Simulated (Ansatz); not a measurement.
## Cd7Se8 (charge −2): geometry relaxation (part 1 of 3)

- system: Cd7Se8 (defect cell, 15 atoms in the cell, total charge −2)
- method: DFT PBE, scalar-relativistic, plane waves, PAW, no spin polarisation (Ansatz 0.2.0)

The structure derives from an entry of the Crystallography Open Database. It belongs to a series of runs on one base structure; here: Cd vacancy after atom 4 has jumped, atoms relaxed. Figures and captions count atoms from 1; the log counts them from 0 in places.

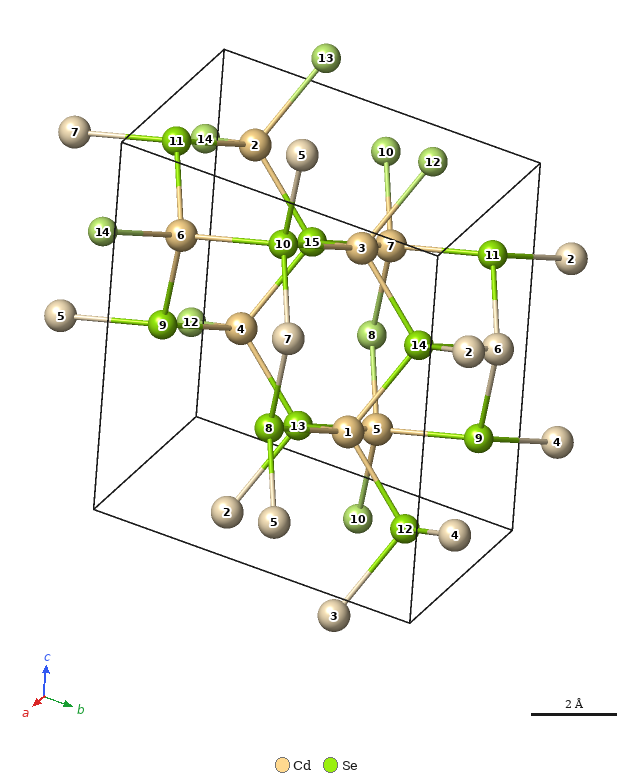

*The starting structure (ball-and-stick view of the cell of the calculation, seen slightly off an axis; neighbours outside the cell are drawn fainter; atoms are numbered from 1 in the order of the input).*

Near neighbours in the crystal (not all of them lie inside the picture): Cd has 4 Se at 2.68 to 2.69 Å; Se has 3 Cd at 2.68 to 2.69 Å; Se has 4 Cd at 2.68 to 2.69 Å.

**Summary**

| quantity | value |
| --- | --- |
| outcome | converged |
| electrons treated | 270 |
| free energy | −101529.0438 eV |
| Fermi energy | 6.330 eV |
| gap on the k-point mesh | 0.70 eV |
| pressure | −1.26 GPa |
| final volume | 476.18 Å³ |
| largest force (length of the vector) at the end | 0.007 eV/Å |
| hardware | 4 threads of Arm Neoverse V1, 24 GiB of memory available, shared host |
| wall time | 6 min (CPU time 24 min) |
| peak memory | 2.5 GiB |

**Notes**

The program warns: the SCF threshold is looser than advised for the printed stress.

**Input**
```yaml
crystal:
  lattice:
    - [2.1918967987, -3.7964766202, 7.1529442853]
    - [2.1918967987, -3.7964766202, -7.1529442853]
    - [4.3837935972, 7.5929532404, 0.0]
  atoms:
    - { symbol: Cd, position: [0.6664754504, 0.666857883, 0.3333333333] }
    - { symbol: Cd, position: [0.1664754504, 0.166857883, 0.8333333333] }
    - { symbol: Cd, position: [0.6664754504, 0.666857883, 0.8333333333] }
    - { symbol: Cd, position: [0.1664754504, 0.166857883, 0.3333333333] }
    - { symbol: Cd, position: [0.083142117, 0.5835245496, 0.1666666667] }
    - { symbol: Cd, position: [0.583142117, 0.0835245496, 0.6666666667] }
    - { symbol: Cd, position: [0.083142117, 0.5835245496, 0.6666666667] }
    - { symbol: Se, position: [0.854357883, 0.4789754504, 0.3333333333] }
    - { symbol: Se, position: [0.354357883, 0.9789754504, 0.3333333333] }
    - { symbol: Se, position: [0.854357883, 0.4789754504, 0.8333333333] }
    - { symbol: Se, position: [0.354357883, 0.9789754504, 0.8333333333] }
    - { symbol: Se, position: [0.7710245496, 0.895642117, 0.1666666667] }
    - { symbol: Se, position: [0.2710245496, 0.395642117, 0.1666666667] }
    - { symbol: Se, position: [0.7710245496, 0.895642117, 0.6666666667] }
    - { symbol: Se, position: [0.2710245496, 0.395642117, 0.6666666667] }
total_charge: -2
basis:
  ecutwfc: 420
kpoints:
  mp_grid: { grid: [4, 4, 4] }
hamiltonian:
  xc: pbe
scf:
  occupations: { method: gaussian, width: 0.05 }
output:
  forces: true
  stress: true
  eigenvalues: true
  write_density: true
  write_potential: true
  elf: true
  volumetric_format: npy
relax:
  adjacent_minimum: "off"
  f_tol: 0.02
  max_steps: 50
```

Command:
```bash
ansatz run input.yaml --threads 4 --pin off --max-ram 9216MiB --backend cpu --events-out ev --progress --plain --runs-dir out
```

**Output**
```
Warning: output.stress: scf.convergence.dr2_threshold = 1e-7 eV (the SCF's general default) is looser than the 1.5e-9 eV advised for a printed stress (1e-10 eV for each atom of the cell: 15). What an SCF threshold leaves in a stress goes as its square root, and in the free energy as the threshold itself, and one threshold admits the most on a small cell: of the crystals measured, under no hybrid functional and no lock of the moments, on runs that ended without the residual-converged pass, on stresses that held no estimate of that error, the worst erred by over 100 MPa in a component at 1e-7 eV an atom and by under 5 at 1e-10. Every solve of this run answers to scf.convergence.dr2_threshold, and the tensor of one is reported: a single SCF on the reported geometry and on this run's grids (its basis.xc_grid and basis.ecutrho_ratio typed), with scf.convergence.dr2_threshold at 1.5e-9 eV or tighter, prints it and tightens no other solve. Else set scf.convergence.dr2_threshold to 1.5e-9 eV or tighter. The threshold is an SCF's pass mark: one that does not reach it within its budget of iterations ends unconverged, or closes short of it on a stop that the run arms, and scf.convergence.dr2_threshold's page says what that costs each kind of run
Engine: ansatz 0.2.0, aarch64-unknown-linux-gnu
Pseudopotentials: kind: paw
Pseudopotential: Cd, paw, valence charge 20, recommended cutoff 420 eV (normal), Cd.paw.azcp
Pseudopotential: Se, paw, valence charge 16, recommended cutoff 420 eV (normal), Se.paw.azcp
Functional definition: PBE
  parameter kappa = 0.804
  parameter beta = 0.06672455060314922
  exchange = pbe_x(kappa = kappa, mu = beta*pi^2/3)
  correlation = pbe_c(beta = beta)
Crystal: 15 atoms, lattice volume = 476.185 Å³
Basis set: ecut = 420 eV, 9277 PW (Γ), exchange–correlation on 120×120×120 points (8 copies of the dense FFT grid, shifted against one another)
Bands: 162, of which v1, the nominal top of the filled ones, is band 135 counted from 1 (134 counted from 0)
Symmetry: 2 space group operations
Space group: Cm (ITA 8), of the structure as read, at distance tolerance 7.8e-5 Å
k-points: 24 of 64 (time reversal used)
Non-local potential: Cd, projectors of the file, l = 0: 3, l = 1: 2, l = 2: 2, l = 3: 1
Non-local potential: Se, projectors of the file, l = 0: 2, l = 1: 2, l = 2: 3, l = 3: 1
PAW form: soft (Blöchl's): semilocal exchange-correlation on the pseudo side does not see the compensation charge
PAW one-centre angular grid: Cd, 590 points (default); XC on 64 Gauss nodes
PAW one-centre angular grid: Se, 590 points (default); XC on 64 Gauss nodes
Initial density: superposition of atomic densities (neutral atoms scaled as one to the charged cell's electrons: chi_scale 0, normalization atom), corrected by the library's trained network
Initial wavefunctions: pseudopotential atomic-orbital guess
Functional: x = pbe(κ = 0.804, μ = 0.2195149727645171), c = pbe(β = 0.06672455060314922)
SCF iter   1: F=—  HF=-101531.151992 eV  |F-HF|=—  |Δ(HF+E_count)|=         —  Δρ=3.47e-2  dr2=6.57e0  ethr=1.77e-3  ⟨swp⟩=5.5  Hψ=13063  notcnv=0  defer=131
preconditioner: auto → Resta (q_TF=auto, 2.482 Å⁻¹)  ε∞=4.3  [insulator: Δε(μ)=0.627 eV  Ē_g=10.907 eV  σ=0.050 eV  W_gap=1.00  n_scr=122 (ndim 8)  ℏωp=19.7 eV  f_vac=0.240  D(μ)=0.00/eV (n_scr^D=0)  ε∞_Penn≈4.3]
SCF iter   2: F=—  HF=-101528.990876 eV  |F-HF|=—  |Δ(HF+E_count)|=    2.16e0  Δρ=9.81e-3  dr2=7.95e-1  ethr=1.77e-3  ⟨swp⟩=2.0  Hψ=6066  notcnv=0  defer=487
SCF iter   3: F=—  HF=-101528.707136 eV  |F-HF|=—  |Δ(HF+E_count)|=   2.84e-1  Δρ=4.30e-3  dr2=1.60e-1  ethr=2.94e-4  ⟨swp⟩=2.0  Hψ=4661  notcnv=0  defer=487
SCF iter   4: F=—  HF=-101528.645908 eV  |F-HF|=—  |Δ(HF+E_count)|=   6.12e-2  Δρ=1.01e-3  dr2=8.24e-3  ethr=5.91e-5  ⟨swp⟩=2.0  Hψ=5122  notcnv=0  defer=487
SCF iter   5: F=—  HF=-101528.647589 eV  |F-HF|=—  |Δ(HF+E_count)|=   1.68e-3  Δρ=3.46e-4  dr2=1.27e-3  ethr=3.05e-6  ⟨swp⟩=2.0  Hψ=6576  notcnv=0  defer=487
SCF iter   6: F=—  HF=-101528.647675 eV  |F-HF|=—  |Δ(HF+E_count)|=   8.58e-5  Δρ=1.92e-4  dr2=2.81e-4  ethr=4.71e-7  ⟨swp⟩=2.0  Hψ=5490  notcnv=0  defer=487
SCF iter   7: F=—  HF=-101528.647932 eV  |F-HF|=—  |Δ(HF+E_count)|=   2.57e-4  Δρ=5.03e-5  dr2=1.79e-5  ethr=1.04e-7  ⟨swp⟩=2.0  Hψ=5490  notcnv=0  defer=487
SCF iter   8: F=-101528.647982 eV  HF=-101528.647979 eV  |F-HF|=3.46e-6  |Δ(HF+E_count)|=   4.69e-5  Δρ=1.49e-5  dr2=1.78e-6  ethr=3.70e-9  ⟨swp⟩=15.7  Hψ=35952  notcnv=0
SCF 1 converged in 8 iterations: F = -101528.647982 eV  dr2 = 1.78e-6
  greatest PAW one-centre occupation: 1.000 electrons in one spin orbital (limit 2), on the Cd atom at site 6 (counted from 0), in its partial waves of l = 0
relax step   1: F+E_penalty+E_count = -101528.64798237 eV  Δ(F+E_penalty+E_count) = +0.000e0 eV  max|allowed force component| = 5.940e-1 eV/Å  Δτ_max = 0.0000 Å  (8 SCF iters, dr2 threshold 1.00e-5 eV, accepted)
Initial density: handed on by an earlier stage of this run
Initial wavefunctions: those handed on with the density
iter 1 solved again at ethr=6.93e-4 eV; its pass at ethr=3.10e-3 eV (dr2=1.87e0 eV) is discarded
SCF iter   1: F=—  HF=-101529.625433 eV  |F-HF|=—  |Δ(HF+E_count)|=         —  Δρ=1.79e-2  dr2=1.88e0  ethr=6.93e-4  ⟨swp⟩=1.0  Hψ=14649  notcnv=0  defer=413
preconditioner: auto → Resta (q_TF=auto, 2.482 Å⁻¹)  ε∞=4.0  [insulator: Δε(μ)=0.488 eV  Ē_g=11.462 eV  σ=0.050 eV  W_gap=1.00  n_scr=122 (ndim 8)  ℏωp=19.7 eV  f_vac=0.207  D(μ)=0.00/eV (n_scr^D=0)  ε∞_Penn≈4.0]
SCF iter   2: F=—  HF=-101529.080153 eV  |F-HF|=—  |Δ(HF+E_count)|=   5.45e-1  Δρ=7.99e-3  dr2=2.64e-1  ethr=6.93e-4  ⟨swp⟩=2.1  Hψ=5073  notcnv=0  defer=413
SCF iter   3: F=—  HF=-101528.997823 eV  |F-HF|=—  |Δ(HF+E_count)|=   8.23e-2  Δρ=1.70e-3  dr2=2.39e-2  ethr=9.79e-5  ⟨swp⟩=2.0  Hψ=6743  notcnv=0  defer=482
SCF iter   4: F=—  HF=-101528.998360 eV  |F-HF|=—  |Δ(HF+E_count)|=   5.37e-4  Δρ=7.59e-4  dr2=5.06e-3  ethr=8.87e-6  ⟨swp⟩=2.0  Hψ=5780  notcnv=0  defer=482
SCF iter   5: F=—  HF=-101528.998098 eV  |F-HF|=—  |Δ(HF+E_count)|=   2.62e-4  Δρ=2.04e-4  dr2=4.80e-4  ethr=1.87e-6  ⟨swp⟩=2.0  Hψ=5515  notcnv=0  defer=482
SCF iter   6: F=—  HF=-101528.998301 eV  |F-HF|=—  |Δ(HF+E_count)|=   2.02e-4  Δρ=1.01e-4  dr2=7.34e-5  ethr=1.78e-7  ⟨swp⟩=2.0  Hψ=6036  notcnv=0  defer=482
SCF iter   7: F=-101528.998358 eV  HF=-101528.998364 eV  |F-HF|=5.72e-6  |Δ(HF+E_count)|=   6.34e-5  Δρ=5.63e-5  dr2=1.51e-5  ethr=8.17e-9  ⟨swp⟩=15.1  Hψ=35588  notcnv=0
SCF 2 converged in 7 iterations: F = -101528.998358 eV  dr2 = 1.51e-5
  greatest PAW one-centre occupation: 1.000 electrons in one spin orbital (limit 2), on the Cd atom at site 2 (counted from 0), in its partial waves of l = 0
relax step   2: F+E_penalty+E_count = -101528.99835837 eV  Δ(F+E_penalty+E_count) = -3.504e-1 eV  max|allowed force component| = 4.174e-1 eV/Å  Δτ_max = 0.1997 Å  (7 SCF iters, dr2 threshold 2.21e-5 eV, accepted)
SCF iter   1: F=—  HF=-101529.072487 eV  |F-HF|=—  |Δ(HF+E_count)|=         —  Δρ=4.46e-3  dr2=9.50e-2  ethr=3.63e-4  ⟨swp⟩=4.0  Hψ=7596  notcnv=0  defer=481
preconditioner: auto → Resta (q_TF=auto, 2.482 Å⁻¹)  ε∞=4.0  [insulator: Δε(μ)=0.727 eV  Ē_g=11.438 eV  σ=0.050 eV  W_gap=1.00  n_scr=122 (ndim 8)  ℏωp=19.7 eV  f_vac=0.211  D(μ)=0.00/eV (n_scr^D=0)  ε∞_Penn≈4.0]
SCF iter   2: F=—  HF=-101529.043660 eV  |F-HF|=—  |Δ(HF+E_count)|=   2.88e-2  Δρ=1.94e-3  dr2=1.42e-2  ethr=3.52e-5  ⟨swp⟩=2.0  Hψ=5060  notcnv=0  defer=481
SCF iter   3: F=—  HF=-101529.039447 eV  |F-HF|=—  |Δ(HF+E_count)|=   4.21e-3  Δρ=3.21e-4  dr2=9.36e-4  ethr=5.28e-6  ⟨swp⟩=2.0  Hψ=5662  notcnv=0  defer=481
SCF iter   4: F=—  HF=-101529.039992 eV  |F-HF|=—  |Δ(HF+E_count)|=   5.45e-4  Δρ=1.51e-4  dr2=1.84e-4  ethr=3.47e-7  ⟨swp⟩=2.0  Hψ=5495  notcnv=0  defer=481
SCF iter   5: F=—  HF=-101529.039946 eV  |F-HF|=—  |Δ(HF+E_count)|=   4.57e-5  Δρ=4.49e-5  dr2=2.32e-5  ethr=6.81e-8  ⟨swp⟩=2.3  Hψ=5630  notcnv=0  defer=481
SCF iter   6: F=-101529.039955 eV  HF=-101529.039954 eV  |F-HF|=1.55e-6  |Δ(HF+E_count)|=   7.42e-6  Δρ=1.85e-5  dr2=3.20e-6  ethr=4.03e-9  ⟨swp⟩=14.9  Hψ=33044  notcnv=0
SCF 3 converged in 6 iterations: F = -101529.039955 eV  dr2 = 3.20e-6
  greatest PAW one-centre occupation: 1.000 electrons in one spin orbital (limit 2), on the Cd atom at site 3 (counted from 0), in its partial waves of l = 0
relax step   3: F+E_penalty+E_count = -101529.03995531 eV  Δ(F+E_penalty+E_count) = -4.160e-2 eV  max|allowed force component| = 1.233e-1 eV/Å  Δτ_max = 0.0597 Å  (6 SCF iters, dr2 threshold 1.09e-5 eV, accepted)
SCF iter   1: F=—  HF=-101529.045808 eV  |F-HF|=—  |Δ(HF+E_count)|=         —  Δρ=1.59e-3  dr2=7.78e-3  ethr=8.07e-5  ⟨swp⟩=3.0  Hψ=6604  notcnv=0  defer=481
preconditioner: auto → Resta (q_TF=auto, 2.482 Å⁻¹)  ε∞=4.0  [insulator: Δε(μ)=0.693 eV  Ē_g=11.444 eV  σ=0.050 eV  W_gap=1.00  n_scr=122 (ndim 8)  ℏωp=19.7 eV  f_vac=0.211  D(μ)=0.00/eV (n_scr^D=0)  ε∞_Penn≈4.0]
SCF iter   2: F=—  HF=-101529.043509 eV  |F-HF|=—  |Δ(HF+E_count)|=   2.30e-3  Δρ=7.44e-4  dr2=1.26e-3  ethr=2.88e-6  ⟨swp⟩=2.0  Hψ=6816  notcnv=0  defer=481
SCF iter   3: F=—  HF=-101529.043610 eV  |F-HF|=—  |Δ(HF+E_count)|=   1.02e-4  Δρ=1.22e-4  dr2=5.40e-5  ethr=4.68e-7  ⟨swp⟩=2.0  Hψ=5975  notcnv=0  defer=481
SCF iter   4: F=—  HF=-101529.043643 eV  |F-HF|=—  |Δ(HF+E_count)|=   3.21e-5  Δρ=3.89e-5  dr2=1.04e-5  ethr=2.00e-8  ⟨swp⟩=2.0  Hψ=5975  notcnv=0  defer=481
SCF iter   5: F=-101529.043641 eV  HF=-101529.043640 eV  |F-HF|=3.88e-7  |Δ(HF+E_count)|=   2.32e-6  Δρ=1.20e-5  dr2=1.19e-6  ethr=4.91e-10  ⟨swp⟩=12.1  Hψ=30026  notcnv=0
SCF 4 converged in 5 iterations: F = -101529.043641 eV  dr2 = 1.19e-6
relax step   4: F+E_penalty+E_count = -101529.04364062 eV  Δ(F+E_penalty+E_count) = -3.685e-3 eV  max|allowed force component| = 2.318e-2 eV/Å  Δτ_max = 0.0381 Å  (5 SCF iters, dr2 threshold 1.33e-6 eV, accepted)
SCF iter   1: F=—  HF=-101529.043816 eV  |F-HF|=—  |Δ(HF+E_count)|=         —  Δρ=5.56e-4  dr2=9.83e-4  ethr=1.75e-6  ⟨swp⟩=2.1  Hψ=6938  notcnv=0  defer=481
preconditioner: auto → Resta (q_TF=auto, 2.482 Å⁻¹)  ε∞=4.0  [insulator: Δε(μ)=0.701 eV  Ē_g=11.438 eV  σ=0.050 eV  W_gap=1.00  n_scr=122 (ndim 8)  ℏωp=19.7 eV  f_vac=0.211  D(μ)=0.00/eV (n_scr^D=0)  ε∞_Penn≈4.0]
SCF iter   2: F=—  HF=-101529.043458 eV  |F-HF|=—  |Δ(HF+E_count)|=   3.58e-4  Δρ=2.44e-4  dr2=1.64e-4  ethr=3.64e-7  ⟨swp⟩=2.0  Hψ=6573  notcnv=0  defer=481
SCF iter   3: F=—  HF=-101529.043427 eV  |F-HF|=—  |Δ(HF+E_count)|=   3.04e-5  Δρ=2.78e-5  dr2=4.19e-6  ethr=6.08e-8  ⟨swp⟩=2.0  Hψ=5975  notcnv=0  defer=481
SCF iter   4: F=—  HF=-101529.043823 eV  |F-HF|=—  |Δ(HF+E_count)|=   3.95e-4  Δρ=9.37e-6  dr2=4.95e-7  ethr=1.55e-9  ⟨swp⟩=2.0  Hψ=5735  notcnv=0  defer=481
SCF iter   5: F=-101529.043823 eV  HF=-101529.043823 eV  |F-HF|=1.40e-8  |Δ(HF+E_count)|=   4.15e-8  Δρ=3.02e-6  dr2=6.36e-8  ethr=3.70e-11  ⟨swp⟩=12.0  Hψ=28752  notcnv=0
SCF 5 converged in 5 iterations: F = -101529.043823 eV  dr2 = 6.36e-8
relax step   5: F+E_penalty+E_count = -101529.04382277 eV  Δ(F+E_penalty+E_count) = -1.821e-4 eV  max|allowed force component| = 6.285e-3 eV/Å  Δτ_max = 0.0097 Å  (5 SCF iters, accepted)
```

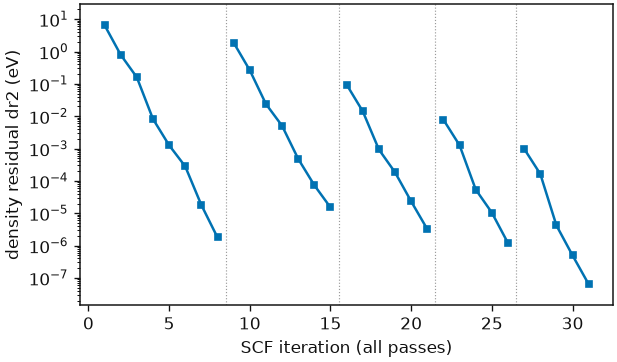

*Convergence of the self-consistent field: density residual dr2 against the SCF iteration. The dotted lines part the SCF passes of the relaxation: geometry steps, rejected trials and re-solves on a re-selected basis.*

The 5 passes take 5 to 8 iterations each, 31 in all.

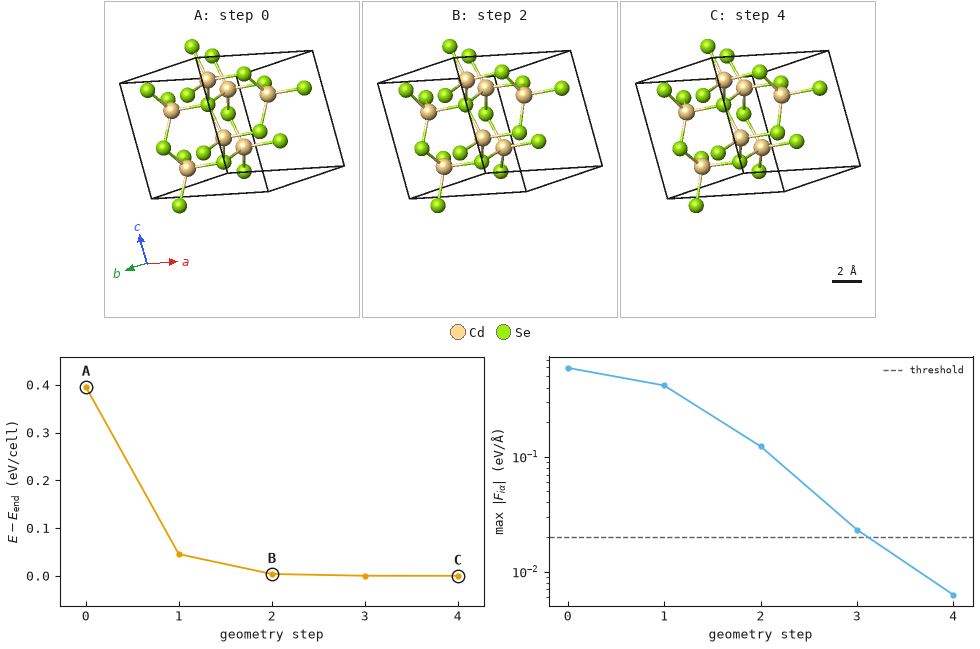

*Frames of the relaxation (ball-and-stick view of the cell of the calculation, with bonded neighbours outside it, seen at an oblique angle) above the curves, on which the letters mark them (the first geometry is step 0 here and step 1 in the log).*

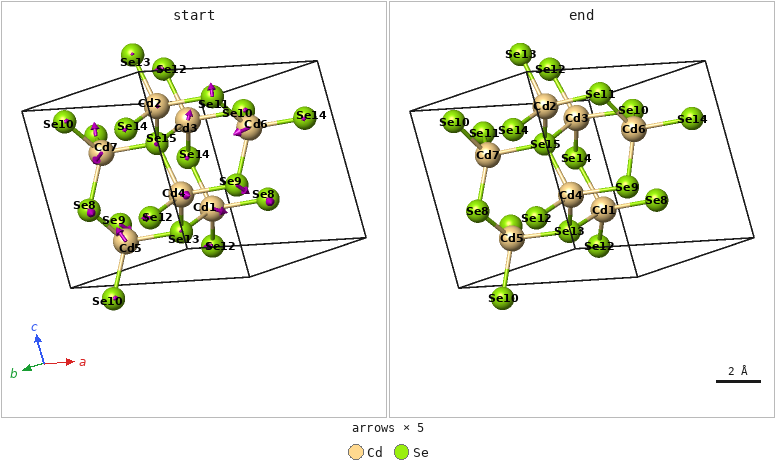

*Before (left) and after (right) the relaxation, at one scale (ball-and-stick view of the cell of the calculation, with bonded neighbours outside it, seen at an oblique angle). The pink arrows give the displacements, magnified 5 times.*

The largest moves, 0.19 Å, are those of Cd6 and Cd7. Largest moves by element: Cd 0.19 Å, Se 0.17 Å. The lattice vectors keep their values. Among the contacts that change: Cd6–Se14 2.688 → 2.790 Å, Cd5–Se10 2.682 → 2.776 Å, Cd1–Se13 2.682 → 2.767 Å, Cd5–Se13 2.688 → 2.768 Å. Among the angles that change: Se8–Cd5–Se9 109.6° → 122.4°, Se9–Cd4–Se12 109.3° → 118.1°, Cd1–Se8–Cd5 109.3° → 101.9°. After 4 geometry steps the energy has fallen by 0.396 eV per cell of the calculation. Largest force component: 0.59 eV/Å at the start, 0.0063 eV/Å at the end. (Atoms are counted from 1 in the order of the input.)

```
SCF converged after 5 iterations
Free energy (F): -101529.043823 eV
Harris-Foulkes:  -101529.043823 eV  (|F-HF|=1.40e-8)
Internal energy: -101529.043823 eV  (E = F + TS)
E sigma→0 (E₀):  -101529.043823 eV
Fermi energy:    6.329746 eV
--- Per-component energies (eV) ---
  E_band       = -6993.847858
  E_kinetic    = 4492.877521
  E_local      = -50148.780236  (includes V_loc(G=0)·N_el)
  E_nonlocal   = -4531.022761
  E_hartree    = 23787.424849
  E_xc         = -2082.038025
  E_vxc        = -2350.834068  (∫ρ·V_xc dr)
  E_paw        = -43874.917965  (= ΣΔE_a)
  E_vpaw       = -2030.936427  (= ΣTr[D̂ρ^β])
  E_aug_tail   = -0.004743  (compensation charges beyond the density's cutoff)
  E_ewald      = -29172.582464
  E_smearing   = -0.000000  (= −TS)
  E_closure    = -0.000000  (closes the sum)
  E_deformation_potential = -22.997803  (in the stress; not in F)
  Σ components = -101529.043823   (vs F -101529.043823, Δ=0.00e0)
--- Forces (eV/Å), atoms counted from 1 ---
  atom   1  Cd    -0.00050627     0.00101120     0.00230716
  atom   2  Cd     0.00109707     0.00063339    -0.00575422
  atom   3  Cd    -0.00121725    -0.00070278     0.00440047
  atom   4  Cd     0.00062259    -0.00094404     0.00230716
  atom   5  Cd     0.00126438     0.00072999     0.00171569
  atom   6  Cd    -0.00114138    -0.00033358    -0.00223177
  atom   7  Cd    -0.00085958    -0.00082167    -0.00223177
  atom   8  Se     0.00253393     0.00020418    -0.00344796
  atom   9  Se     0.00144379     0.00209235    -0.00344796
  atom  10  Se    -0.00189583    -0.00109456    -0.00073696
  atom  11  Se    -0.00183521    -0.00105956     0.00628554
  atom  12  Se     0.00283801     0.00163852    -0.00150238
  atom  13  Se    -0.00245001    -0.00141451    -0.00066459
  atom  14  Se    -0.00060452     0.00115571     0.00150708
  atom  15  Se     0.00069861    -0.00110138     0.00150708
  max |Σ_I F_I| component: 1.26e-5 eV/Å
--- Stress (GPa, compression-positive) ---
       -1.278504       0.020088       0.032908
        0.020088      -1.301700       0.018999
        0.032908       0.019000      -1.199365
  P = ⅓ Tr σ = -1.2599 GPa (-12.599 kbar)
--- Band table (eV; the first three rows and the last of 24) ---
```
